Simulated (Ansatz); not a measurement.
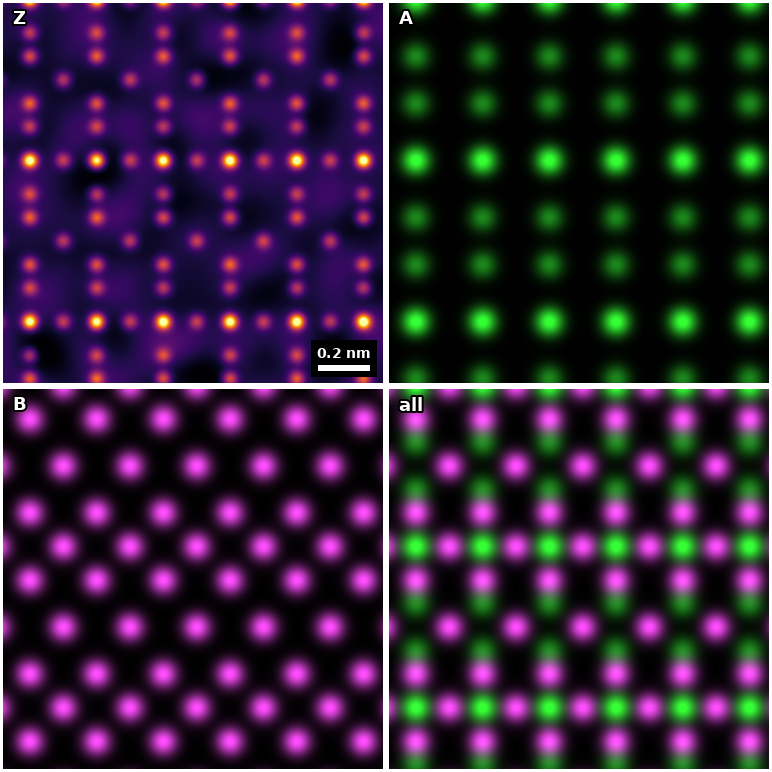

SiO$_{2}$ (I4/mmm, No. 139) along [110]. Panel Z: Simulated incoherent Z contrast: every atom adds Z^1.6 spread by a probe of 0.50 Å full width; channelling and multiple scattering are left out. The speckle of an amorphous layer was added. The other panels are simulated element maps (the number of atoms of one element along the beam, blurred by 0.9 Å; each on its own scale, no channelling); the last overlays them. Atomic positions: coordinates from a relaxation with DFT PBEsol, scalar-relativistic, plane waves, PAW (Ansatz).

```xyz
24
Lattice="8.9715 0.0000 0.0000 0.0000 8.9715 0.0000 0.0000 0.0000 5.2508" Properties=species:S:1:pos:R:3 pbc="T T T"
Si    6.0729    6.0729    2.6254
Si    1.5872    7.3843    0.0000
Si    2.8986    6.0729    2.6254
Si    7.3843    7.3843    0.0000
O     6.7286    6.7286    3.9381
O     2.2429    6.7286    1.3127
O     2.2429    6.7286    3.9381
O     6.7286    6.7286    1.3127
O     6.3646    4.4857    2.6254
O     0.0000    7.0926    0.0000
O     0.0000    1.8789    0.0000
O     2.6069    4.4857    2.6254
Si    1.5872    1.5872    0.0000
Si    6.0729    2.8986    2.6254
Si    7.3843    1.5872    0.0000
Si    2.8986    2.8986    2.6254
O     2.2429    2.2429    1.3127
O     6.7286    2.2429    3.9381
O     6.7286    2.2429    1.3127
O     2.2429    2.2429    3.9381
O     1.8789    0.0000    0.0000
O     4.4857    2.6069    2.6254
O     4.4857    6.3646    2.6254
O     7.0926    0.0000    0.0000
```

> Which element does each lettered map show?

A: Si, B: O. The projected cell (2.63 × 6.34 Å, 90°) holds 7 columns: 4 of O and 3 of Si. No column is shared by two of the mapped elements.
